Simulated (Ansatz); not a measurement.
# Single-point calculation of HfO2 (part 2 of 2)

Continued. System: HfO2 (P2₁/c, 24 atoms in the cell). Method: DFT PBE, scalar-relativistic, plane waves, PAW, no spin polarisation (Ansatz 0.2.0); cutoff 420 eV, 2×2×2 k-mesh, Gaussian smearing of 0.02 eV. The structure derives from a Materials Project entry. It belongs to a series of runs on one base structure; here: the perfect crystal in a cell of 24 atoms.

Geometry of the input (Å; fractional positions):
```
4.2678  0.0000  5.2716
-5.1609  5.2121  0.0053
-5.1609  -5.2121  0.0053
Hf 0.7084  0.9449  0.4878
Hf 0.7084  0.4449  0.9878
Hf 0.7916  0.0122  0.0551
Hf 0.7916  0.5122  0.5551
Hf 0.2916  0.5551  0.0122
Hf 0.2916  0.0551  0.5122
Hf 0.2084  0.4878  0.4449
Hf 0.2084  0.9878  0.9449
O  0.9766  0.1351  0.3923
O  0.9766  0.6351  0.8923
O  0.5234  0.6077  0.3649
O  0.5234  0.1077  0.8649
O  0.0234  0.3649  0.1077
O  0.0234  0.8649  0.6077
O  0.4766  0.8923  0.1351
O  0.4766  0.3923  0.6351
O  0.3484  0.8050  0.4763
O  0.3484  0.3050  0.9763
O  0.1516  0.5237  0.6950
O  0.1516  0.0237  0.1950
O  0.6516  0.6950  0.0237
O  0.6516  0.1950  0.5237
O  0.8484  0.9763  0.8050
O  0.8484  0.4763  0.3050
```

## Output, continued
```
  k-point 0: bands = ["-46.7634", "-46.7624", "-46.7624", "-46.7579", "-46.7555", "-46.7510", "-46.7510", "-46.7500", "-15.7312", "-15.7207", "-15.7207", "-15.6902", "-15.6522", "-15.6504", "-15.6504", "-15.6502", "-15.6033", "-15.5975", "-15.5918", "-15.5918", "-15.4839", "-15.4641", "-15.4571", "-15.4571", "-15.4240", "-15.4240", "-15.3997", "-15.3949", "-15.3759", "-15.3543", "-15.3543", "-15.3520", "-3.5231", "-3.4273", "-3.4273", "-3.3260", "-2.8843", "-2.8142", "-2.8142", "-2.7957",
      "-2.6223", "-2.5977", "-2.5977", "-2.4558", "-2.4073", "-2.3745", "-2.3540", "-2.3540", "3.3406", "3.3412", "3.3448", "3.3448", "3.3484", "3.3489", "3.3489", "3.3493", "3.3526", "3.3548", "3.3548", "3.3548", "3.3604", "3.3636", "3.3636", "3.3643", "3.3649", "3.3656", "3.3656", "3.3710", "3.3721", "3.3734", "3.3735", "3.3735", "3.3741", "3.3745", "3.3756", "3.3756", "3.3775", "3.3801", "3.3801", "3.3827",
      "3.3827", "3.3827", "3.3830", "3.3852", "3.3863", "3.3914", "3.3914", "3.3928", "3.3954", "3.3968", "3.3968", "3.3991", "3.4058", "3.4058", "3.4121", "3.4151", "3.4216", "3.4220", "3.4220", "3.4287", "3.4362", "3.4450", "3.4463", "3.4463", "8.8475", "8.8475", "8.9685", "9.0710", "9.3973", "9.4710", "9.5677", "9.5677", "9.6514", "9.7299", "9.7299", "9.7880", "9.8155", "10.0269", "10.0269", "10.4671",
      "10.4983", "10.5422", "10.5422", "10.6807", "10.8785", "10.9574", "10.9574", "11.0046", "11.3995", "11.4859", "11.6525", "11.6525", "11.7999", "11.8407", "11.8407", "11.9245", "11.9321", "12.3643", "12.3643", "12.3706", "12.4681", "12.6198", "12.6198", "12.7203", "12.7963", "12.8667", "12.8667", "12.9280", "13.0380", "13.0380", "13.1456", "13.2818", "18.1139", "18.2902", "18.4510", "18.4510", "18.9198", "18.9463", "19.0073", "19.0073",
      "19.5125", "19.5752", "19.7004", "19.7004", "19.8198", "19.8198", "19.9716", "20.1742", "20.1742", "20.1801", "20.2379", "20.6553", "21.1785", "21.3227", "21.3227", "21.3769", "21.3900", "21.4656", "21.4656", "22.0271", "22.0271", "22.0330", "22.2024"]
  k-point 1: bands = ["-46.7668", "-46.7622", "-46.7582", "-46.7576", "-46.7555", "-46.7520", "-46.7508", "-46.7504", "-15.7707", "-15.7526", "-15.7290", "-15.7099", "-15.7013", "-15.7009", "-15.6616", "-15.6397", "-15.5758", "-15.5746", "-15.5185", "-15.5129", "-15.4908", "-15.4712", "-15.4578", "-15.4409", "-15.4170", "-15.4139", "-15.4037", "-15.3897", "-15.3848", "-15.3731", "-15.3503", "-15.3416", "-3.8739", "-3.5758", "-3.1232", "-3.0059", "-3.0002", "-2.9695", "-2.9677", "-2.8417",
      "-2.6089", "-2.5804", "-2.4447", "-2.4189", "-2.3857", "-2.3527", "-2.2983", "-2.2983", "3.3393", "3.3394", "3.3429", "3.3463", "3.3488", "3.3491", "3.3505", "3.3523", "3.3544", "3.3547", "3.3552", "3.3574", "3.3574", "3.3603", "3.3634", "3.3646", "3.3650", "3.3664", "3.3681", "3.3708", "3.3709", "3.3723", "3.3732", "3.3740", "3.3742", "3.3759", "3.3765", "3.3775", "3.3783", "3.3787", "3.3803", "3.3807",
      "3.3823", "3.3830", "3.3859", "3.3863", "3.3891", "3.3897", "3.3904", "3.3924", "3.3932", "3.3942", "3.3989", "3.4005", "3.4031", "3.4043", "3.4048", "3.4145", "3.4153", "3.4176", "3.4240", "3.4337", "3.4385", "3.4411", "3.4580", "3.4590", "8.8646", "8.9015", "8.9457", "8.9787", "9.0256", "9.3013", "9.4113", "9.5032", "9.5850", "9.6651", "9.7877", "9.8718", "9.9745", "10.1368", "10.2103", "10.2588",
      "10.3359", "10.3862", "10.6321", "10.9452", "11.0565", "11.1110", "11.2054", "11.2512", "11.4038", "11.5211", "11.7038", "11.7207", "11.7885", "11.7895", "11.9699", "12.0338", "12.1187", "12.1829", "12.2565", "12.2598", "12.3294", "12.3608", "12.5211", "12.6108", "12.6524", "12.8518", "12.8984", "12.9117", "13.0310", "13.2397", "13.3644", "13.3723", "17.9654", "18.4475", "18.4633", "18.6040", "18.6520", "18.8859", "19.0050", "19.1400",
      "19.2953", "19.4184", "19.5203", "19.6388", "19.8040", "19.9003", "19.9755", "20.0562", "20.2727", "20.2751", "20.5297", "20.5786", "20.7796", "20.8186", "21.0678", "21.2891", "21.3518", "21.4966", "21.6269", "21.8647", "21.8781", "22.1449", "22.1978"]
  k-point 2: bands = ["-46.7686", "-46.7598", "-46.7598", "-46.7547", "-46.7540", "-46.7536", "-46.7536", "-46.7495", "-15.7796", "-15.7602", "-15.7602", "-15.7556", "-15.7199", "-15.7097", "-15.7097", "-15.6100", "-15.5218", "-15.5184", "-15.5184", "-15.4977", "-15.4862", "-15.4708", "-15.4398", "-15.4398", "-15.4167", "-15.4063", "-15.4059", "-15.4059", "-15.3692", "-15.3612", "-15.3612", "-15.3483", "-4.0701", "-3.3673", "-3.3673", "-3.0877", "-3.0877", "-2.9207", "-2.8994", "-2.8557",
      "-2.5559", "-2.4513", "-2.4513", "-2.3904", "-2.3424", "-2.2918", "-2.2918", "-2.2848", "3.3355", "3.3424", "3.3424", "3.3463", "3.3494", "3.3500", "3.3509", "3.3509", "3.3517", "3.3555", "3.3555", "3.3591", "3.3591", "3.3596", "3.3615", "3.3663", "3.3678", "3.3688", "3.3697", "3.3700", "3.3700", "3.3718", "3.3740", "3.3748", "3.3748", "3.3761", "3.3761", "3.3770", "3.3773", "3.3813", "3.3813", "3.3816",
      "3.3818", "3.3838", "3.3838", "3.3848", "3.3876", "3.3888", "3.3888", "3.3914", "3.3939", "3.3939", "3.3962", "3.3977", "3.4042", "3.4042", "3.4050", "3.4062", "3.4159", "3.4282", "3.4282", "3.4335", "3.4411", "3.4411", "3.4414", "3.4810", "8.3968", "8.5950", "8.8971", "9.2445", "9.2853", "9.3139", "9.3139", "9.5548", "9.5548", "9.7660", "9.8213", "9.8213", "10.1579", "10.1579", "10.2723", "10.3210",
      "10.6282", "10.6282", "10.6917", "10.6935", "10.9095", "10.9095", "11.1810", "11.3175", "11.3195", "11.3455", "11.3455", "11.6596", "11.6596", "11.7765", "12.0857", "12.0857", "12.0922", "12.1694", "12.3619", "12.3645", "12.4879", "12.5009", "12.5009", "12.7133", "12.7133", "12.7649", "13.0057", "13.0689", "13.0689", "13.1577", "13.1685", "13.6526", "18.0715", "18.2845", "18.2845", "18.4870", "18.7383", "18.9520", "19.0434", "19.0434",
      "19.2651", "19.2651", "19.4307", "19.6892", "19.7661", "19.9548", "19.9548", "19.9909", "20.3686", "20.4003", "20.4003", "20.5057", "20.6625", "20.7727", "20.7727", "21.0045", "21.1774", "21.5725", "21.7311", "21.7311", "21.9204", "22.3539", "22.5056"]
```

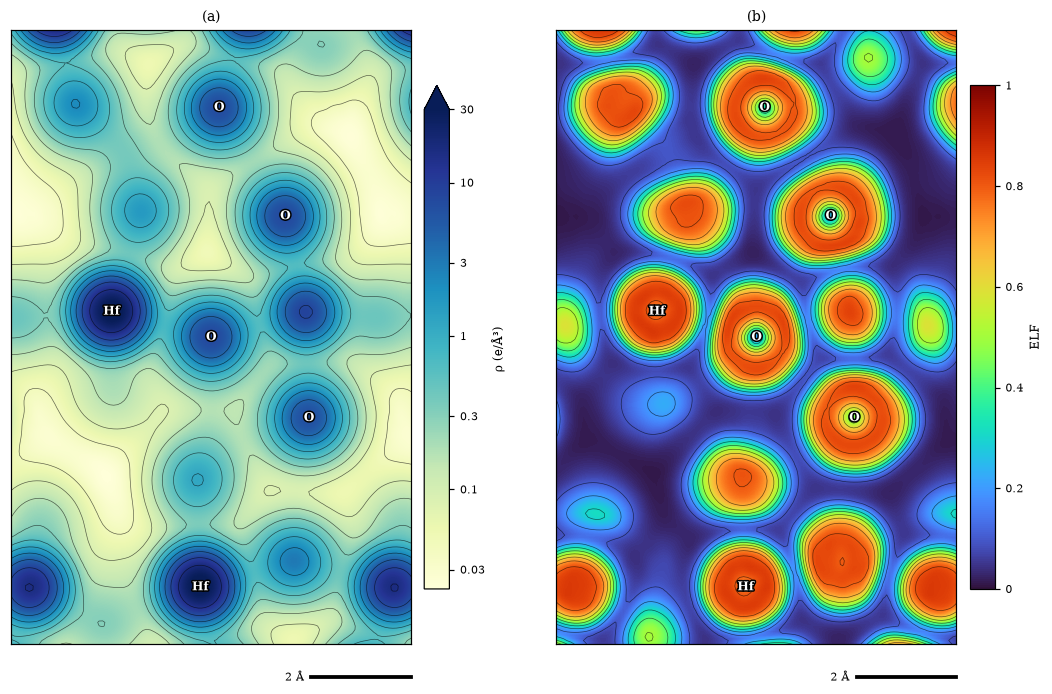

**Figure 1.** (a) valence charge density (pseudo); (b) electron localisation function on the (110) plane of the calculation cell. Atoms in the plane: Hf and O. Hf–O (2.07 Å): ρ at the midpoint is about 0.8 e/Å³; the ELF peaks at about 0.85 in the valence shell of O, 0.6 Å from its nucleus, and drops to about 0.20 between the two atoms. Away from the nuclei the density in this plane falls to 0.02 e/Å³ at its lowest. The strong features right at Hf lie inside the PAW spheres (semicore, d or f shells) and say nothing about bonding. In a PAW calculation such maps are meaningful between the atoms, not at the nuclei.

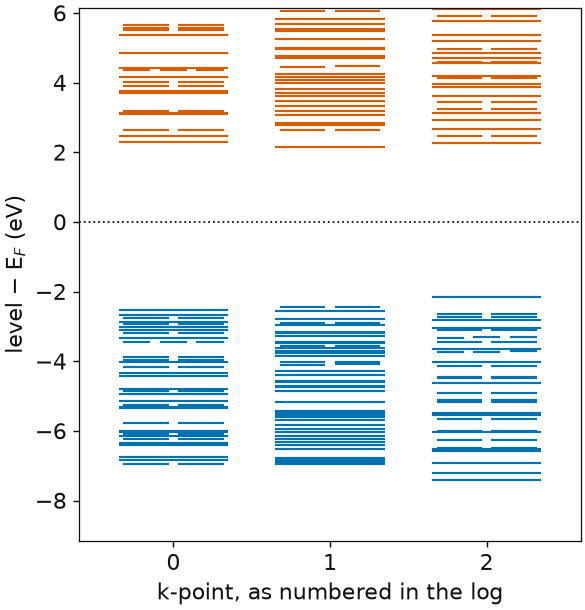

**Figure 2.** Kohn–Sham levels near the Fermi level (dotted) at the few k-points that the log prints; levels within 0.02 eV of each other stand side by side. Among these points the highest filled and lowest empty levels are 4.31 eV apart, which is the gap on the mesh.

## Key numbers

```csv
quantity,value
outcome,converged
space group (tolerance 0.01 Å),P2₁/c (14)
electrons treated,304
free energy,−134893.4385 eV
Fermi energy,15.809 eV
gap on the k-point mesh,4.31 eV
pressure,0.02 GPa
largest force (length of the vector),0.005 eV/Å
wall time,3.4 s (CPU time 24 s)
peak memory,0.95 GiB
```

## Remarks

Spin–orbit coupling is left out, which matters for Hf.
